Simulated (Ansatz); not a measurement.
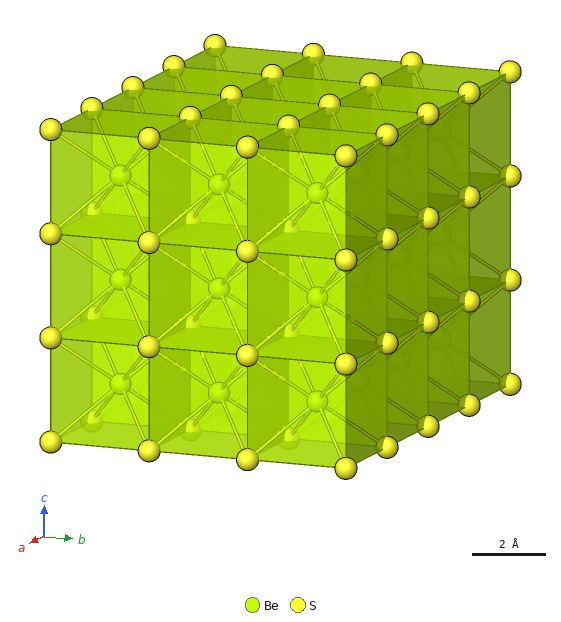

*The input geometry (polyhedral view of the cell of the calculation, repeated 3 × 2 × 2, seen slightly off an axis; polyhedra are completed across the faces of the cell).*

# Run report: BeS, Wannier-function calculation

BeS (Pm-3m, 2 atoms in the cell), computed with maximally localised Wannier functions of PBE bands, plane waves, PAW, no spin polarisation (Ansatz 0.2.0).

The structure was built on a prototype by a generator. The geometry comes from this level: r2SCAN. It belongs to a series of runs on one base structure; here: anion s p.

### Input file
```yaml
crystal:
  lattice:
    - [2.9413850405, 0.0, 0.0]
    - [0.0, 2.9413850405, 0.0]
    - [0.0, 0.0, 2.9413850405]
  atoms:
    - { symbol: Be, position: [0.0, 0.0, 0.0] }
    - { symbol: S, position: [0.5, 0.5, 0.5] }
kpoints:
  mp_grid: { grid: [6, 6, 6] }
  band_path:
    path:
      - [[0.0, 0.0, 0.0], [-4.190701569998e-52, 0.5, -5.456414574231e-36], [0.5, 0.5, -8.73026331877e-35], [0.0, 0.0, 0.0], [0.5, 0.5, 0.5], [-4.190701569998e-52, 0.5, -5.456414574231e-36]]
      - [[0.5, 0.5, 0.5], [0.5, 0.5, -8.73026331877e-35]]
    npoints: 10
hamiltonian:
  xc: pbe
scf:
  occupations: { method: fermi_dirac, width: 0.02 }
  n_extra_bands: 6
output:
  forces: false
  stress: false
  eigenvalues: true
  wannier:
    kmesh: [6, 6, 6]
    projections: [{ species: S, l: s, shell: 3 }, { species: S, l: p, shell: 3 }]
    minimise: true
    write_hr: true
    conv_tol: 1.0e-08
    max_iter: 3000
  write_density: true
  write_potential: true
  elf: true
  volumetric_format: npy
```

### File wannier.win
```
! ansatz wannier90 interface
! projections by site (counted from 0) and shell: 1 3S, 1 3P
! states of the run's bands (counted from 1): 1-1, combinations of 2-5
! their least projectability: 0.8884
num_bands = 4
num_wann  = 4
num_iter  = 2000
conv_tol = 1e-8
conv_window = 5
guiding_centres = true
write_hr = true

begin unit_cell_cart
Ang
             2.9413850405                      0.0                      0.0
                      0.0             2.9413850405                      0.0
                      0.0                      0.0             2.9413850405
end unit_cell_cart

begin atoms_frac
Be                       0.0                      0.0                      0.0
S                        0.5                      0.5                      0.5
end atoms_frac

mp_grid = 6 6 6
```

Run on 4 threads of Arm Neoverse N1, 98 GiB of memory available, shared host.

Run as:
```bash
ansatz run input.yaml --threads 4 --pin off --max-ram 3686MiB --backend cpu --events-out ev --progress --plain --runs-dir out
```

### The program's output
```
scf.n_extra_bands = 6 over 4 filled bands (N_el = 8.0): the run solves 10 bands
Engine: ansatz 0.2.0, aarch64-unknown-linux-gnu
Pseudopotentials: kind: paw
Pseudopotential: Be, paw, valence charge 2, recommended cutoff 420 eV (normal), Be.paw.azcp
Pseudopotential: S, paw, valence charge 6, recommended cutoff 420 eV (normal), S.paw.azcp
Functional definition: PBE
  parameter kappa = 0.804
  parameter beta = 0.06672455060314922
  exchange = pbe_x(kappa = kappa, mu = beta*pi^2/3)
  correlation = pbe_c(beta = beta)
Crystal: 2 atoms, lattice volume = 25.448 Å³
Basis set: ecut = 420 eV, 485 PW (Γ)
Bands: 10, of which v1, the nominal top of the filled ones, is band 4 counted from 1 (3 counted from 0)
Symmetry: 48 space group operations
Space group: Pm-3m (ITA 221), of the structure as read, at distance tolerance 2.9e-5 Å
k-points: 20 of 216
Non-local potential: Be, projectors of the file, l = 0: 2, l = 1: 2, l = 2: 1
Non-local potential: S, projectors of the file, l = 0: 2, l = 1: 2, l = 2: 2
PAW form: soft (Blöchl's): semilocal exchange-correlation on the pseudo side does not see the compensation charge
PAW one-centre angular grid: Be, 110 points (default); XC on 64 Gauss nodes
PAW one-centre angular grid: S, 110 points (default); XC on 64 Gauss nodes
Initial density: superposition of atomic densities (neutral atoms: chi_scale 0, normalization atom), corrected by the library's trained network
Initial wavefunctions: pseudopotential atomic-orbital guess
Functional: x = pbe(κ = 0.804, μ = 0.2195149727645171), c = pbe(β = 0.06672455060314922)
SCF iter   1: F=—  HF=-993.945160 eV  |F-HF|=—  |Δ(HF+E_count)|=         —  Δρ=4.37e-3  dr2=8.41e-3  ethr=1.77e-3  ⟨swp⟩=7.1  Hψ=1422  notcnv=0
preconditioner: auto → none  [insulator: Δε(μ)=0.156 eV  Ē_g=13.629 eV  σ=0.020 eV  W_gap=0.62  n_scr=6 (ndim 8)  ℏωp=20.8 eV  f_vac=0.000  D(μ)=2.61/eV (n_scr^D=32)  ε∞_Penn≈3.3]
SCF iter   2: F=—  HF=-993.942345 eV  |F-HF|=—  |Δ(HF+E_count)|=   2.81e-3  Δρ=1.39e-3  dr2=3.42e-4  ethr=1.05e-4  ⟨swp⟩=2.0  Hψ=450  notcnv=0  defer=25
SCF iter   3: F=—  HF=-993.942300 eV  |F-HF|=—  |Δ(HF+E_count)|=   4.47e-5  Δρ=6.26e-4  dr2=6.71e-5  ethr=4.28e-6  ⟨swp⟩=2.0  Hψ=236  notcnv=0  defer=25
SCF iter   4: F=—  HF=-993.942304 eV  |F-HF|=—  |Δ(HF+E_count)|=   3.87e-6  Δρ=2.11e-4  dr2=6.61e-6  ethr=8.39e-7  ⟨swp⟩=1.0  Hψ=175  notcnv=0  defer=25
SCF iter   5: F=—  HF=-993.942305 eV  |F-HF|=—  |Δ(HF+E_count)|=   8.40e-7  Δρ=3.47e-5  dr2=1.84e-7  ethr=8.27e-8  ⟨swp⟩=1.9  Hψ=252  notcnv=0  defer=25
SCF iter   6: F=-993.942305 eV  HF=-993.942305 eV  |F-HF|=8.61e-11  |Δ(HF+E_count)|=   3.06e-8  Δρ=3.02e-6  dr2=1.57e-9  ethr=1.25e-9  ⟨swp⟩=5.2  Hψ=696  notcnv=0
SCF 1 converged in 6 iterations: F = -993.942305 eV  dr2 = 1.57e-9
  greatest PAW one-centre occupation: 0.875 electrons in one spin orbital (limit 2), on the S atom at site 1 (counted from 0), in its partial waves of l = 0
```

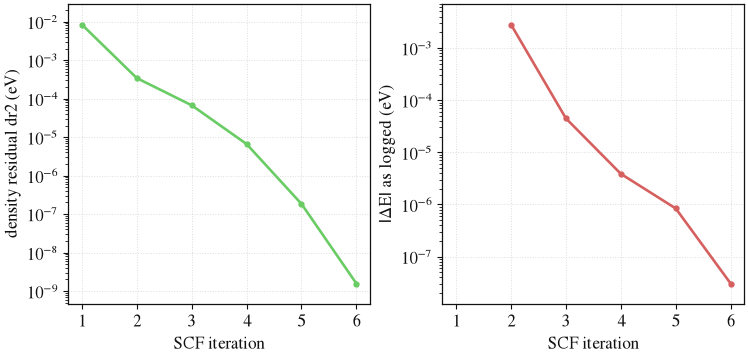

*Convergence of the self-consistent field: density residual dr2 and size of the energy change against the SCF iteration.*

The residual falls at every step.

```
NSCF: frozen V_eff on 62 k-points
NSCF: frozen V_eff on 23 k-points
the Wannier pass solved 23 of the 216 points of its mesh, and has the states at the others by symmetry: states obtained by the crystal's operations at points that were solved too leave a residual of 2.30e-13 eV (read by the count's bands and the next), within 4.76e-6 eV
NSCF: frozen V_eff on 23 k-points
the Wannier pass solved 23 of the 216 points of its mesh, and has the states at the others by symmetry: states obtained by the crystal's operations at points that were solved too leave a residual of 3.42e-13 eV (read by the count's bands and the next), within 4.76e-6 eV
SCF converged after 6 iterations
Free energy (F): -993.942305 eV
Harris-Foulkes:  -993.942305 eV  (|F-HF|=8.61e-11)
Internal energy: -993.939139 eV  (E = F + TS)
E sigma→0 (E₀):  -993.940722 eV
Entropy (-TS):   -0.003166 eV (-1.583 meV/atom)
Fermi energy:    8.705703 eV
--- Per-component energies (eV) ---
  E_band       = 18.993201
  E_kinetic    = 124.170892
  E_local      = -76.728590  (includes V_loc(G=0)·N_el)
  E_nonlocal   = 32.961693
  E_hartree    = 25.869999
  E_xc         = -115.830656
  E_vxc        = -107.044312  (∫ρ·V_xc dr)
  E_paw        = -659.470007  (= ΣΔE_a)
  E_vpaw       = -6.106546  (= ΣTr[D̂ρ^β])
  E_aug_tail   = 0.000001  (compensation charges beyond the density's cutoff)
  E_ewald      = -324.912471
  E_smearing   = -0.003166  (= −TS)
  E_closure    = -0.000000  (closes the sum)
  Σ components = -993.942305   (vs F -993.942305, Δ=0.00e0)
--- Band table (eV; the first three rows and the last of 20) ---
  k-point 0: bands = ["-7.2787", "7.0660", "7.0660", "7.0660", "10.3717", "13.7968", "13.7968", "18.7300", "18.7300", "18.7300"]
  k-point 1: bands = ["-6.9452", "4.6156", "7.3835", "7.3835", "11.1742", "14.2108", "16.0702", "17.4353", "17.4353", "18.3725"]
  k-point 2: bands = ["-6.0903", "1.5739", "8.1933", "8.1933", "11.8658", "15.1640", "15.1640", "15.3466", "16.2006", "22.0692"]
  k-point 19: bands = ["-2.1026", "4.3238", "4.3238", "4.3238", "8.2808", "8.2808", "8.2808", "12.6731", "28.8758", "28.8758"]
Wannier search: line search 1 of at most 3000: gauge-dependent spread (as the search counts it) 1.9476225 Å², largest recent change 1.3e-1 Å² and fall left 2.9e-4 Å² against conv_tol 1.0e-8 Å², 0 stops escaped
```

### File v_z.tsv
```
# z_ang	v_es[eV]	v_tot[eV]
# format = ansatz-planar-average/11
# xc	pbe
# density_cutoff_ev	1680
# datasets	Be=:simpson_from_first_knot:soft	S=:simpson_from_first_knot:soft
# lattice	2.941385041	0.000000000	0.000000000
# lattice	0.000000000	2.941385041	0.000000000
# lattice	0.000000000	0.000000000	2.941385041
# sites	2
# site	4	0.000000000	0.000000000	0.000000000
# site	16	1.470692520	1.470692520	1.470692520
0.000000	2.042228e0	-7.351179e0
0.147069	2.441932e0	-6.893581e0
0.294139	3.453986e0	-5.930473e0
0.441208	4.640523e0	-5.005528e0
0.588277	5.432321e0	-4.723315e0
0.735346	5.035329e0	-5.735698e0
0.882416	3.479254e0	-7.774820e0
1.029485	1.775708e0	-9.930305e0
1.176554	6.225215e-1	-1.157049e1
1.323623	7.920721e-2	-1.251745e1
1.470693	-7.459531e-2	-1.281735e1
1.617762	7.920721e-2	-1.251745e1
1.764831	6.225215e-1	-1.157049e1
1.911900	1.775708e0	-9.930305e0
2.058970	3.479254e0	-7.774820e0
2.206039	5.035329e0	-5.735698e0
2.353108	5.432321e0	-4.723315e0
2.500177	4.640523e0	-5.005528e0
2.647247	3.453986e0	-5.930473e0
2.794316	2.441932e0	-6.893581e0
```

### File wannier.spreads.toml
```
omega_i_ang2 = 5.015864108540413
omega_d_ang2 = 0.0005560360383481933
omega_od_ang2 = 1.125459976808492
omega_total_ang2 = 6.141880121387253
least_projectability = 0.8883772876446806
b_vectors_match_mmn = true
n_iter = 44
converged = true
rejected_fitted_steps = 0

[[wannier]]
r = [1.171512548930476, 1.1716841482255218, 1.1716280410750244]
spread = 1.4889262997004762

[[wannier]]
r = [1.9498411531870623, 1.383872815703814, 1.383868817228724]
spread = 1.5509581552969962

[[wannier]]
r = [1.3839860278052203, 1.3839261279982502, 1.9498583736324733]
spread = 1.5509886414335217

[[wannier]]
r = [1.3840029640505451, 1.9498649775382935, 1.3839910323195832]
spread = 1.5510070249562586

[[curvature_check]]
after_line_search = 8
omega_tilde_before_ang2 = 1.9469660051455815
krylov_steps = 24
lowest_ritz_value_ang2 = -2.2697351742485226
residual_ang2 = 2.938024493202747e-8
settled = true
first_negative_step = 3
curvature_along_ang2 = -2.269735174235493
angle_rad = 1.091078962158069
omega_tilde_after_ang2 = 1.225456647935503
outcome = "escaped"

[[curvature_check]]
after_line_search = 44
omega_tilde_before_ang2 = 1.1260160128468402
krylov_steps = 27
lowest_ritz_value_ang2 = 0.03066731706878012
residual_ang2 = 3.9245691652594424e-10
settled = true
outcome = "no-negative-curvature"
```

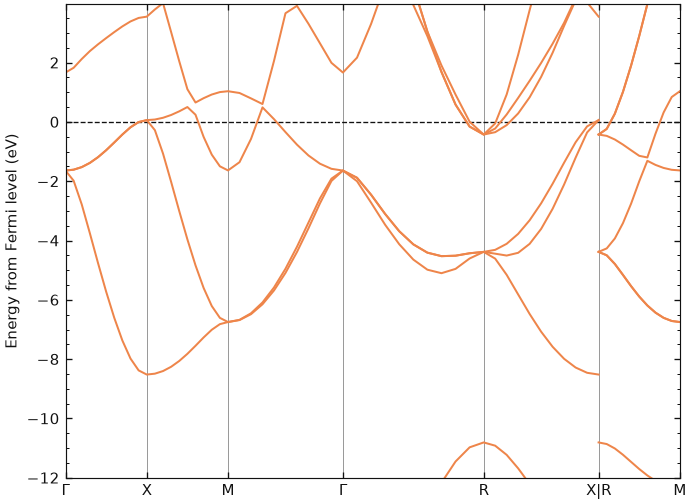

*Band structure along Γ–X–M–Γ–R–X|R–M, with energies from the Fermi level.*

Bands cross the Fermi level: a metal at this level of theory.

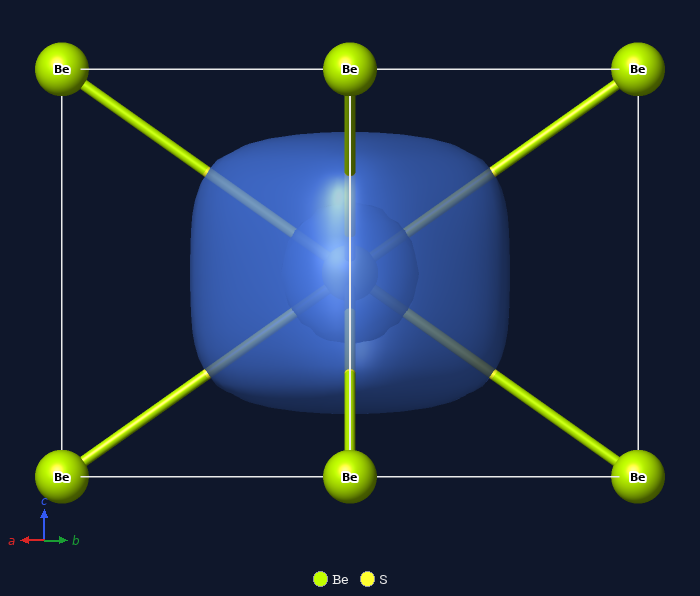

*Isosurface of the ELF at 0.65 (blue), seen along [110]. Only the valence region is drawn (cores and ρ < 0.01 e/Å³ removed). Sticks mark near contacts. The outline is the cell set on symmetry axes.*

Values along the shortest contacts: Be–S (2.55 Å): the ELF is about 0.65 at the midpoint. The fields are those of the smooth PAW valence density.

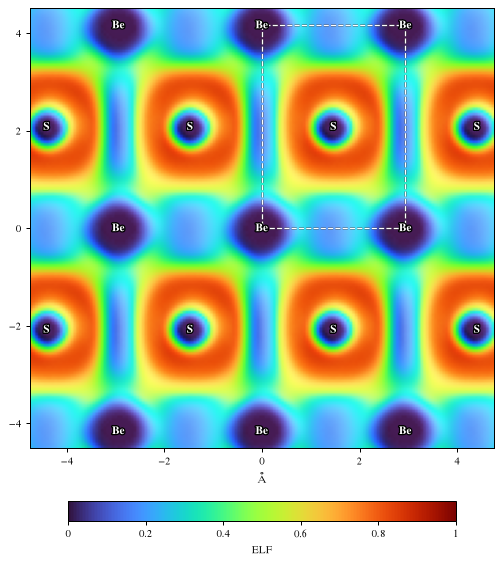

*Electron localisation function on the (011) plane of the conventional cell.*

The section cuts through Be and S sites. Be–S (2.55 Å): the ELF is about 0.65 at the midpoint.

### Key numbers

| quantity | value |
| --- | --- |
| outcome | converged |
| space group (tolerance 0.01 Å) | Pm-3m (221) |
| electrons treated | 8 |
| free energy | −993.9423 eV |
| total spread of the Wannier functions | 6.142 Å² |
| Fermi energy | 8.706 eV |
| band gap | none (metallic) |
| wall time | 1.4 s (CPU time 3.4 s) |
| peak memory | 0.26 GiB |
